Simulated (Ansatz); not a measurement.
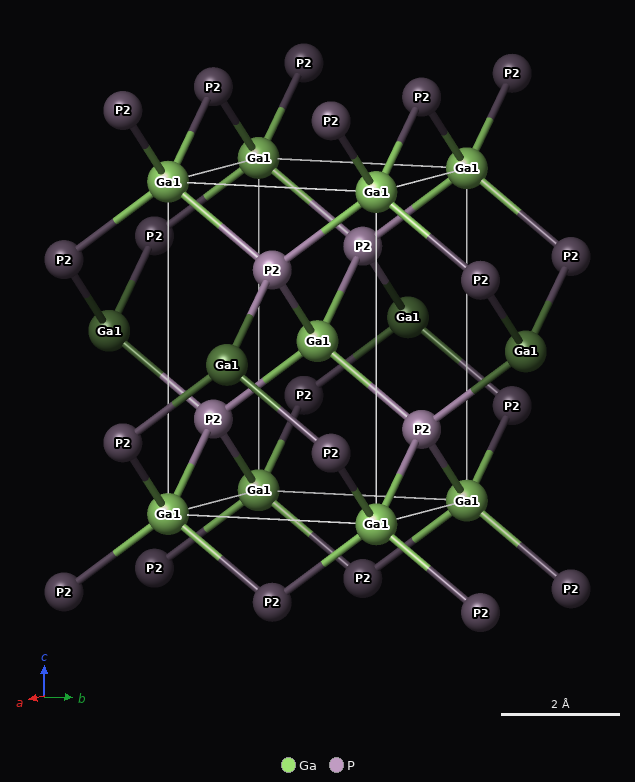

**Figure 1.** The input geometry of run A (ball-and-stick view of the cell 2 times as large as that of the calculation, set on its symmetry axes, seen slightly off an axis; neighbours outside the cell are drawn fainter; atoms are numbered from 1 in the order of the input). Near neighbours in the crystal (not all of them lie inside the picture): Ga has 4 P at 2.39 Å; P has 4 Ga at 2.39 Å.

**Two runs on GaP**

System: GaP (I-4m2, 2 atoms in the cell).
Method of run A: DFT, r2SCAN, plane waves, PAW, no spin polarisation (Ansatz 0.2.0).

The structure was built on a prototype by a generator. The geometry comes from this level: r2SCAN (a point of a series of strains). Text and figures count atoms from 1; the logs count them from 0 in places.

## The input, run A
```yaml
crystal:
  lattice:
    - [0.0, 2.7253992947, 2.7253992947]
    - [2.8387759053, 0.0, 2.7253992947]
    - [2.8387759053, 2.7253992947, 0.0]
  atoms:
    - { symbol: Ga, position: [0.0, 0.0, 0.0] }
    - { symbol: P, position: [0.25, 0.25, 0.25] }
kpoints:
  mp_grid: { grid: [8, 8, 8] }
  band_path:
    path:
      - [0.0, 0.0, 0.0]
      - [-0.5, -0.5, 0.0]
      - [-0.375, -0.375, 0.25]
      - [-0.375, 0.0, 0.375]
      - [0.0, 0.0, 0.5]
      - [-0.5, -0.25, 0.25]
    npoints: 1
hamiltonian:
  xc: r2scan
scf:
  occupations: { method: fixed }
  n_extra_bands: 4
output:
  forces: true
  stress: true
  eigenvalues: true
```

Command:
```bash
ansatz run input.yaml --threads 4 --pin off --max-ram 3686MiB --backend cpu --events-out ev --progress --plain --runs-dir out
```

Hardware: 4 threads of Intel Xeon (Granite Rapids), 176 GiB of memory available, shared host.

## Output, shortened to warnings, some set-up lines, iterations and results (run A)
```
Basis set: ecut = 500 eV, 1055 PW (Γ), exchange–correlation on 120×120×120 points (64 copies of the dense FFT grid, shifted against one another)
Symmetry: 8 space group operations
k-points: 59 of 512 (time reversal used)
Initial density: superposition of atomic densities (neutral atoms: chi_scale 0, normalization atom), corrected by the library's trained network
[...]
SCF iter   1: F=—  HF=-4550.445873 eV  |F-HF|=—  |Δ(HF+E_count)|=         —  Δρ=8.68e-3  dr2=1.83e-2  dr2_τ=6.22e-3  ethr=1.77e-3  ⟨swp⟩=4.7  Hψ=4036  notcnv=0  defer=109
SCF iter   2: F=—  HF=-4550.454169 eV  |F-HF|=—  |Δ(HF+E_count)|=   8.30e-3  Δρ=2.24e-3  dr2=3.07e-3  dr2_τ=9.31e-5  ethr=1.02e-4  ⟨swp⟩=2.6  Hψ=1937  notcnv=0  defer=115
SCF iter   3: F=—  HF=-4550.452755 eV  |F-HF|=—  |Δ(HF+E_count)|=   1.41e-3  Δρ=1.73e-3  dr2=5.46e-4  dr2_τ=7.57e-6  ethr=1.71e-5  ⟨swp⟩=2.3  Hψ=1435  notcnv=0  defer=117
SCF iter   4: F=—  HF=-4550.452974 eV  |F-HF|=—  |Δ(HF+E_count)|=   2.19e-4  Δρ=1.91e-4  dr2=2.60e-5  dr2_τ=2.63e-7  ethr=3.03e-6  ⟨swp⟩=3.0  Hψ=1409  notcnv=0  defer=117
SCF iter   5: F=—  HF=-4550.452964 eV  |F-HF|=—  |Δ(HF+E_count)|=   9.97e-6  Δρ=6.44e-5  dr2=1.22e-6  dr2_τ=2.20e-8  ethr=1.45e-7  ⟨swp⟩=2.1  Hψ=987  notcnv=0  defer=52
SCF iter   6: F=-4550.452964 eV  HF=-4550.452964 eV  |F-HF|=3.86e-8  |Δ(HF+E_count)|=   2.49e-7  Δρ=9.83e-6  dr2=4.46e-8  dr2_τ=3.12e-9  ethr=5.56e-10  ⟨swp⟩=7.0  Hψ=5331  …
SCF 1 converged in 6 iterations: F = -4550.452964 eV  dr2 = 4.46e-8
NSCF: frozen V_eff on 6 k-points
SCF converged after 6 iterations
Free energy (F): -4550.452964 eV
Harris-Foulkes:  -4550.452964 eV  (|F-HF|=3.86e-8)
Internal energy: -4550.452964 eV  (E = F + TS)
E sigma→0 (E₀):  -4550.452964 eV
Fermi energy:    6.475318 eV
--- Per-component energies (eV) ---
  E_band       = -75.087559
  E_kinetic    = 184.165362
  E_local      = -2229.469701  (includes V_loc(G=0)·N_el)
  E_nonlocal   = 460.477854
  E_hartree    = 1030.620350
  E_xc         = -120.286163
  E_vxc        = -123.852975  (∫ρ·V_xc dr)
  E_paw        = -2580.136789  (= ΣΔE_a)
  E_vpaw       = -433.632393  (= ΣTr[D̂ρ^β])
  E_aug_tail   = -0.000040  (compensation charges beyond the density's cutoff)
  E_vtau       = 5.980751  (kinetic-family band-sum trace: ∫τ·v_τ [+ j·A + Jᵃ·Aᵃ] dr)
  E_ewald      = -1295.079925
  E_core_change = -0.743912  (= ΣΔE_core)
  E_smearing   = -0.000000  (= −TS)
  E_closure    = 0.000000  (closes the sum)
  Σ components = -4550.452964   (vs F -4550.452964, Δ=0.00e0)
--- Forces (eV/Å), atoms counted from 1 ---
  atom   1  Ga     0.00000000     0.00000000     0.00000000
  atom   2  P      0.00000000     0.00000000    -0.00000000
  max |Σ_I F_I| component: 5.55e-17 eV/Å
--- Stress (GPa, compression-positive) ---
       -5.620226       0.000000       0.000000
        0.000000      -2.097962       0.000000
        0.000000       0.000000      -2.097962
  P = ⅓ Tr σ = -3.2720 GPa (-32.720 kbar)
```

For run B the input was changed thus:
```diff
-  xc: r2scan
+  xc: pbe
-  occupations: { method: fixed }
+  occupations: { method: fermi_dirac, width: 0.02 }
+  write_density: true
+  write_potential: true
+  elf: true
+  volumetric_format: npy
```

Predict how the results change.

The total energies belong to different methods, so their difference says nothing on which is more stable or more accurate. The gap on the mesh goes from 1.75 to 1.40 eV. The pressure goes from −3.27 to −0.81 GPa. The functional changes from r2SCAN to PBE. The number of SCF iterations is the same. The default cutoff goes from 500 to 420 eV with the change. The plane waves at Γ go from 1055 to 853.

## Output, shortened to warnings, some set-up lines, iterations and results (run B)
```
Basis set: ecut = 420 eV, 853 PW (Γ), exchange–correlation on 54×54×54 points (8 copies of the dense FFT grid, shifted against one another)
Symmetry: 8 space group operations
k-points: 59 of 512 (time reversal used)
Initial density: superposition of atomic densities (neutral atoms: chi_scale 0, normalization atom), corrected by the library's trained network
[...]
SCF iter   1: F=—  HF=-4539.546055 eV  |F-HF|=—  |Δ(HF+E_count)|=         —  Δρ=1.52e-3  dr2=1.33e-3  ethr=1.77e-3  ⟨swp⟩=6.4  Hψ=5188  notcnv=0
SCF iter   2: F=—  HF=-4539.545295 eV  |F-HF|=—  |Δ(HF+E_count)|=   7.60e-4  Δρ=1.13e-3  dr2=3.95e-4  ethr=7.37e-6  ⟨swp⟩=2.5  Hψ=2046  notcnv=0
SCF iter   3: F=—  HF=-4539.545145 eV  |F-HF|=—  |Δ(HF+E_count)|=   1.50e-4  Δρ=3.47e-4  dr2=4.85e-5  ethr=2.20e-6  ⟨swp⟩=2.0  Hψ=1481  notcnv=0
SCF iter   4: F=—  HF=-4539.545194 eV  |F-HF|=—  |Δ(HF+E_count)|=   4.90e-5  Δρ=1.07e-4  dr2=3.62e-6  ethr=2.70e-7  ⟨swp⟩=3.0  Hψ=1308  notcnv=0
SCF iter   5: F=—  HF=-4539.545197 eV  |F-HF|=—  |Δ(HF+E_count)|=   3.20e-6  Δρ=2.94e-5  dr2=3.82e-7  ethr=2.01e-8  ⟨swp⟩=2.0  Hψ=1293  notcnv=0
SCF iter   6: F=-4539.545197 eV  HF=-4539.545197 eV  |F-HF|=2.45e-8  |Δ(HF+E_count)|=   3.76e-7  Δρ=9.54e-6  dr2=2.36e-8  ethr=5.56e-10  ⟨swp⟩=10.9  Hψ=5906  notcnv=0
SCF 1 converged in 6 iterations: F = -4539.545197 eV  dr2 = 2.36e-8
NSCF: frozen V_eff on 6 k-points
SCF converged after 6 iterations
Free energy (F): -4539.545197 eV
Harris-Foulkes:  -4539.545197 eV  (|F-HF|=2.45e-8)
Internal energy: -4539.545197 eV  (E = F + TS)
E sigma→0 (E₀):  -4539.545197 eV
Fermi energy:    7.361031 eV
--- Per-component energies (eV) ---
  E_band       = -65.647967
  E_kinetic    = 185.043802
  E_local      = -2227.323237  (includes V_loc(G=0)·N_el)
  E_nonlocal   = 458.830366
  E_hartree    = 1027.740662
  E_xc         = -130.129283
  E_vxc        = -118.169019  (∫ρ·V_xc dr)
  E_paw        = -2558.627480  (= ΣΔE_a)
  E_vpaw       = -419.504823  (= ΣTr[D̂ρ^β])
  E_aug_tail   = -0.000103  (compensation charges beyond the density's cutoff)
  E_ewald      = -1295.079925
  E_smearing   = -0.000000  (= −TS)
  E_closure    = 0.000000  (closes the sum)
  Σ components = -4539.545197   (vs F -4539.545197, Δ=0.00e0)
--- Forces (eV/Å), atoms counted from 1 ---
  atom   1  Ga     0.00000000     0.00000000     0.00000000
  atom   2  P      0.00000000     0.00000000    -0.00000000
  max |Σ_I F_I| component: 5.55e-17 eV/Å
--- Stress (GPa, compression-positive) ---
       -2.929531       0.000000       0.000000
        0.000000       0.244419       0.000000
        0.000000       0.000000       0.244419
  P = ⅓ Tr σ = -0.8136 GPa (-8.136 kbar)
```

## The two runs side by side

| quantity | run A | run B |
| --- | --- | --- |
| outcome | converged | converged |
| free energy per atom (eV) | −2275.2265 | −2269.7726 |
| gap on the mesh (eV) | 1.75 | 1.40 |
| pressure (GPa) | −3.27 | −0.81 |
| largest force (eV/Å) | 0.000 | 0.000 |
| SCF iterations | 6 | 6 |
| irreducible k-points | 59 | 59 |
| plane waves at Γ | 1055 | 853 |
| wall time (shared host) | 1.3 s | 0.75 s |
